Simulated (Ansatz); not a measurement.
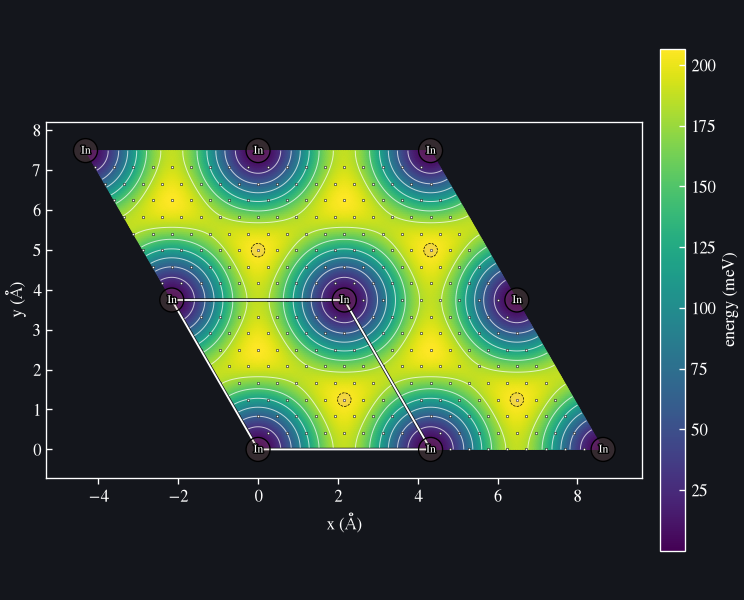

H on an InAs(111) slab cut from the F-43m phase, its upper half relaxed before the scan (4 atoms of substrate and one adsorbate in a 1 × 1 cell). H is moved over the surface cell at a fixed height above a rigid substrate; the origin of the map has the adsorbate above In4; the height is held at 3.30 Å. Places are given modulo a cell vector. The map is drawn in real space over the plane of the surface. Grid: 9 × 9 points; 19 points were computed and 62 follow by symmetry. Energies are in meV, from the lowest grid point. The runs have no spin polarisation, so an open-shell adsorbate far from the surface lies too high. With one adsorbate in each 1 × 1 cell, its nearest image is 4.3 Å away, so neighbouring adsorbates interact. At a fixed height the lowest place need not be the adsorption site. Level of theory: Ansatz, DFT PBE+D3(BJ), scalar-relativistic, plane waves, PAW. Settings: cutoff 420 eV, k-mesh 6×6×1, gaussian smearing 0.1 eV, no spin polarisation.

Drawn: a smooth colour map with a few white contour lines, dots at the grid points, labelled circles for the atoms of the top layer and small ones for the second layer, the outline of one cell of the 2 × 2 shown. Between grid points the surface is interpolated.

The lowest grid point is at the top site over a surface In atom, (0/9, 0/9) of the cell vectors. No other kind of well shows on this grid. The highest grid point, a threefold hollow, (3/9, 6/9) of the cell vectors, lies 207 meV above the lowest. On the interpolated surface the easiest way out of the lowest well to its copy in the next cell or period passes a barrier of about 188 meV.

The scan is repeated with another setting: the height is held at 2.50 Å; all else is set up alike.

> How does the landscape change?

The lowest place stays at the top site over a surface In atom, (0/9, 0/9) of the cell vectors. The highest place moves from a threefold hollow, (3/9, 6/9) of the cell vectors to a threefold hollow over a second-layer As atom, (6/9, 3/9) of the cell vectors. The span from the lowest to the highest grid point grows from 207 to 897 meV. The easiest pass out of the lowest well goes from about 188 to about 810 meV on the interpolated surfaces. In the new map: at the lowest point the adsorbate has 1 In at 2.50 Å as nearest neighbours, at the highest 1 As at 3.21 Å.

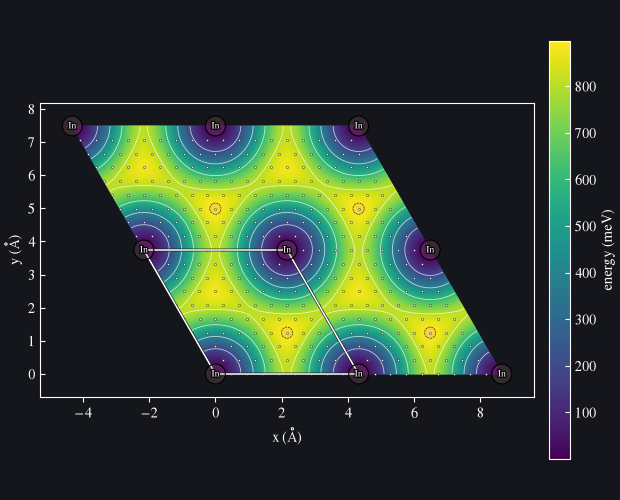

The map after the change, on a colour scale of its own. The picture shows a smooth colour map with a few white contour lines, dots at the grid points, labelled circles for the atoms of the top layer and small ones for the second layer, the outline of one cell of the 2 × 2 shown. Between grid points the surface is interpolated.

PAW datasets: the set soft_1.
